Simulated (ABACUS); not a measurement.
## Band-structure run, with input and output: PbF2 (part 1 of 2)

- system: PbF2 (3 atoms in the cell)
- method: Kohn-Sham DFT of a periodic cell, r2SCAN, SG15 ONCV 1.2 PBE, no spin polarisation (ABACUS 3.10.1)

The structure derives from an entry of the Crystallography Open Database.

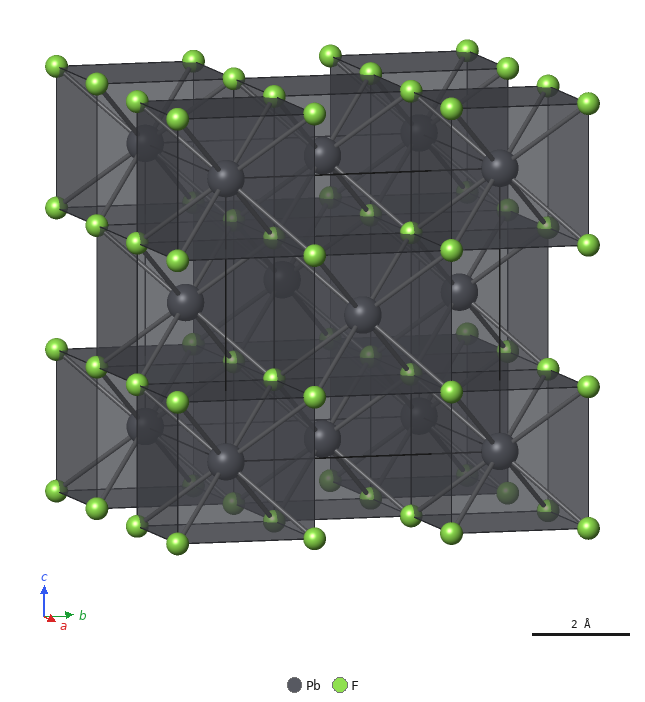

The input geometry (polyhedral view of the cell 4 times as large as that of the calculation, set on its symmetry axes, seen slightly off an axis; polyhedra are completed across the faces of the cell). An atom can appear more than once, as a periodic image.

### The input
```
INPUT_PARAMETERS
suffix              PbF2
calculation         scf
basis_type          pw
pseudo_dir          ./
latname             fcc
symmetry            1
dft_functional      MGGA_X_R2SCAN+MGGA_C_R2SCAN
ecutwfc             97
pseudo_rcut         7
nspin               1
nbands              24
ks_solver           dav
smearing_method     fd
smearing_sigma      0.00367493
scf_thr             1e-08
scf_nmax            100
mixing_type         broyden
mixing_beta         0.7
cal_force           1
cal_stress          1
mixing_tau          1
out_chg             1
kpar                4
```

### File STRU
```
ATOMIC_SPECIES
Pb 207.2000 Pb_ONCV_PBE-1.2.upf
F 18.9984 F_ONCV_PBE-1.2.upf

LATTICE_CONSTANT
11.2010114530

ATOMIC_POSITIONS
Direct

Pb
0.0
1
0.0000000000 0.0000000000 0.0000000000 1 1 1

F
0.0
2
0.2500000000 0.2500000000 0.2500000000 1 1 1
0.7500000000 0.7500000000 0.7500000000 1 1 1
```

### File KPT
```
K_POINTS
0
Gamma
5 5 5 0 0 0
```

Run as:
```bash
OMP_NUM_THREADS=1 mpirun -np 4 abacus > log
```

### Log
```
ABACUS v3.10.1

               Atomic-orbital Based Ab-initio Computation at UStc

 ------------------------------------------------------------------------------------

 READING GENERAL INFORMATION
                           global_out_dir = OUT.PbF2/
                           global_in_card = INPUT
                               pseudo_dir = ./
                              orbital_dir =
                                    DSIZE = 4
                                    GSIZE = 1

 READING UNITCELL INFORMATION
                                    ntype = 2
                  lattice constant (Bohr) = 11.201
              lattice constant (Angstrom) = 5.92732

 READING ATOM TYPE 1
                               atom label = Pb
                      L=0, number of zeta = 1
                      L=1, number of zeta = 1
                      L=2, number of zeta = 1
             number of atom for this type = 1

 READING ATOM TYPE 2
                               atom label = F
                      L=0, number of zeta = 1
                      L=1, number of zeta = 1
                      L=2, number of zeta = 1
             number of atom for this type = 2

                        TOTAL ATOM NUMBER = 3
DIRECT COORDINATES
    atom                   x                   y                   z     mag                  vx                  vy                  vz
taud_Pb1            0.0000000000        0.0000000000        0.0000000000  0.0000        0.0000000000        0.0000000000        0.0000000000
taud_F1            0.2500000000        0.2500000000        0.2500000000  0.0000        0.0000000000        0.0000000000        0.0000000000
taud_F2            0.7500000000        0.7500000000        0.7500000000  0.0000        0.0000000000        0.0000000000        0.0000000000

                          Volume (Bohr^3) = 351.327
                             Volume (A^3) = 52.0613

 Lattice vectors: (Cartesian coordinate: in unit of a_0)
                 -0.5                  +0                +0.5
                   +0                +0.5                +0.5
                 -0.5                +0.5                  +0
 Reciprocal vectors: (Cartesian coordinate: in unit of 2 pi/a_0)
                   -1                  -1                  +1
                   +1                  +1                  +1
                   -1                  +1                  -1
 The esolver type has been set to : ksdft_pw

                PAO radial cut off (Bohr) = 7

 Read in pseudopotential file is Pb_ONCV_PBE-1.2.upf
                     pseudopotential type = NC
          exchange-correlation functional = PBE
                 nonlocal core correction = 0
                        valence electrons = 14
                                     lmax = 3
                           number of zeta = 0
                     number of projectors = 8
                           L of projector = 0
                           L of projector = 0
                           L of projector = 1
                           L of projector = 1
                           L of projector = 2
                           L of projector = 2
                           L of projector = 3
                           L of projector = 3
 XC functional updated to : MGGA_X_R2SCAN+MGGA_C_R2SCAN
          exchange-correlation functional = MGGA_X_R2SCAN+MGGA_C_R2SCAN
                PAO radial cut off (Bohr) = 7

 Read in pseudopotential file is F_ONCV_PBE-1.2.upf
                     pseudopotential type = NC
          exchange-correlation functional = PBE
                 nonlocal core correction = 0
                        valence electrons = 7
                                     lmax = 1
                           number of zeta = 0
                     number of projectors = 4
                           L of projector = 0
                           L of projector = 0
                           L of projector = 1
                           L of projector = 1
 XC functional updated to : MGGA_X_R2SCAN+MGGA_C_R2SCAN
          exchange-correlation functional = MGGA_X_R2SCAN+MGGA_C_R2SCAN
     initial pseudo atomic orbital number = 0

 SETUP THE ELECTRONS NUMBER
            electron number of element Pb = 14
      total electron number of element Pb = 14
             electron number of element F = 7
       total electron number of element F = 14
            AUTOSET number of electrons:  = 28
                           occupied bands = 14
                                   NBANDS = 24
                                   NLOCAL = 27

%%%%%%%%%%%%%%%%%%%%%%%%%%%%%%%%%%%%%%%%%%%%%%%%%%%%%%%%%%%%%%%%%%%%%%%%%%%%%%%%%%%%%%%%%%%%%%%%%%%%%%%%%%
 Warning: the number of valence electrons in pseudopotential > 4 for Pb: [Xe] 4f14 5d10 6s2 6p2
 Pseudopotentials with additional electrons can yield (more) accurate outcomes, but may be less efficient.
 If you're confident that your chosen pseudopotential is appropriate, you can safely ignore this warning.
%%%%%%%%%%%%%%%%%%%%%%%%%%%%%%%%%%%%%%%%%%%%%%%%%%%%%%%%%%%%%%%%%%%%%%%%%%%%%%%%%%%%%%%%%%%%%%%%%%%%%%%%%%

 SETUP THE PLANE WAVE BASIS
 energy cutoff for charge/potential (unit:Ry) = 388
            fft grid for charge/potential = [ 50, 50, 50 ]
                        fft grid division = [ 1, 1, 1 ]
        big fft grid for charge/potential = [ 50, 50, 50 ]
                                     nbxx = 125000
                                     nrxx = 125000

 SETUP PLANE WAVES FOR CHARGE/POTENTIAL
                    number of plane waves = 45239
                         number of sticks = 1663

 PARALLEL PW FOR CHARGE/POTENTIAL
     PROC   COLUMNS(POT)             PW
        1           1663          45239
 --------------- sum -------------------
        1           1663          45239
                            number of |g| = 414
                                  max |g| = 1232
                                  min |g| = 0

----------- Double Check Mixing Parameters Begin ------------
mixing_type: broyden
mixing_beta: 0.7
mixing_gg0: 1
mixing_gg0_min: 0.1
mixing_ndim: 8
----------- Double Check Mixing Parameters End ------------

 LATTICE VECTORS: (CARTESIAN COORDINATE: IN UNIT OF A0)
                 -0.5                  +0                +0.5
                   +0                +0.5                +0.5
                 -0.5                +0.5                  +0
                       right hand lattice = 1
                                   NORM_A = 0.707107
                                   NORM_B = 0.707107
                                   NORM_C = 0.707107
                           ALPHA (DEGREE) = 60
                           BETA  (DEGREE) = 60
                           GAMMA (DEGREE) = 60

 The lattice vectors have been changed (STRU_SIMPLE.cif)

(for optimal symmetric configuration:)
                             BRAVAIS TYPE = 3
                     BRAVAIS LATTICE NAME = 03. Cubic F (face-centered)
                                    ibrav = 3
                                    IBRAV = 3
                                  BRAVAIS = FACE CENTERED CUBIC
                       LATTICE CONSTANT A = 1
Original cell was already a primitive cell.
                        ROTATION MATRICES = 48
              PURE POINT GROUP OPERATIONS = 48
                   SPACE GROUP OPERATIONS = 48
                              POINT GROUP = O_h
               POINT GROUP IN SPACE GROUP = O_h

 SETUP K-POINTS
                                    nspin = 1
                   Input type of k points = Monkhorst-Pack(Gamma)
                                   nkstot = 125
                       right hand lattice = 1
(for reciprocal lattice: )
                             BRAVAIS TYPE = 2
                     BRAVAIS LATTICE NAME = 02. Cubic I (body-centered)
                                    ibrav = 2
                       right hand lattice = 1
(for k-lattice: )
                             BRAVAIS TYPE = 2
                     BRAVAIS LATTICE NAME = 02. Cubic I (body-centered)
                                    ibrav = 2
                       right hand lattice = 1
                        ROTATION MATRICES = 48
                               nkstot_ibz = 10
K-POINTS REDUCTION ACCORDING TO SYMMETRY
     IBZ    DIRECT_X    DIRECT_Y    DIRECT_Z  WEIGHT  ibz2bz
       1  0.00000000  0.00000000  0.00000000  0.0080       0
       2  0.20000000  0.20000000  0.20000000  0.0640       1
       3  0.40000000  0.40000000  0.40000000  0.0640       2
       4  0.20000000  0.20000000  0.00000000  0.0480       6
       5  0.40000000  0.40000000  0.20000000  0.1920       7
       6 -0.40000000  0.40000000  0.40000000  0.1920       8
       7  0.40000000  0.20000000  0.20000000  0.0960       9
       8  0.40000000  0.40000000  0.00000000  0.0480      12
       9 -0.20000000  0.40000000  0.40000000  0.0960      13
      10 -0.40000000  0.40000000  0.20000000  0.1920      38

                               nkstot now = 10
[... K-POINTS DIRECT COORDINATES: 10 rows ...]

           k-point number in this process = 3
       minimum distributed K point number = 2
[... stars of the k points ...]

[... K-POINTS CARTESIAN COORDINATES: 3 rows ...]

[... K-POINTS DIRECT COORDINATES: 3 rows ...]

 SETUP PLANE WAVES FOR WAVE FUNCTIONS
     energy cutoff for wavefunc (unit:Ry) = 97
              fft grid for wave functions = [ 50, 50, 50 ]
                    number of plane waves = 6375
                         number of sticks = 451

 PARALLEL PW FOR WAVE FUNCTIONS
     PROC   COLUMNS(POT)             PW
        1            451           6375
 --------------- sum -------------------
        1            451           6375

 SETUP NONLOCAL PSEUDOPOTENTIALS IN PLANE WAVE BASIS
 Pb non-local projectors:
 projector 1 L=0
 projector 2 L=0
 projector 3 L=1
 projector 4 L=1
 projector 5 L=2
 projector 6 L=2
 projector 7 L=3
 projector 8 L=3
 F non-local projectors:
 projector 1 L=0
 projector 2 L=0
 projector 3 L=1
 projector 4 L=1
      TOTAL NUMBER OF NONLOCAL PROJECTORS = 48

 Init Non-Local PseudoPotential table :
 Init Non-Local-Pseudopotential done.

                                     npwx = 5769

 -------------------------------------------
 SELF-CONSISTENT
 -------------------------------------------
                                 init_chg = atomic

 PW ALGORITHM --------------- ION=   1  ELEC=   1--------------------------------

 Density error is 0.44657140143
                          Error Threshold = 0.01
----------------------------------------------------------
     Energy           Rydberg                 eV
----------------------------------------------------------
 E_KohnSham     -207.8545405150      -2828.0061061753
 E_Harris       -202.8977486326      -2760.5654927750
 E_Fermi        0.5128996386         6.9783575868
----------------------------------------------------------

 PW ALGORITHM --------------- ION=   1  ELEC=   2--------------------------------

 Density error is 0.154838473464
                          Error Threshold = 0.00159489786225
----------------------------------------------------------
     Energy           Rydberg                 eV
```
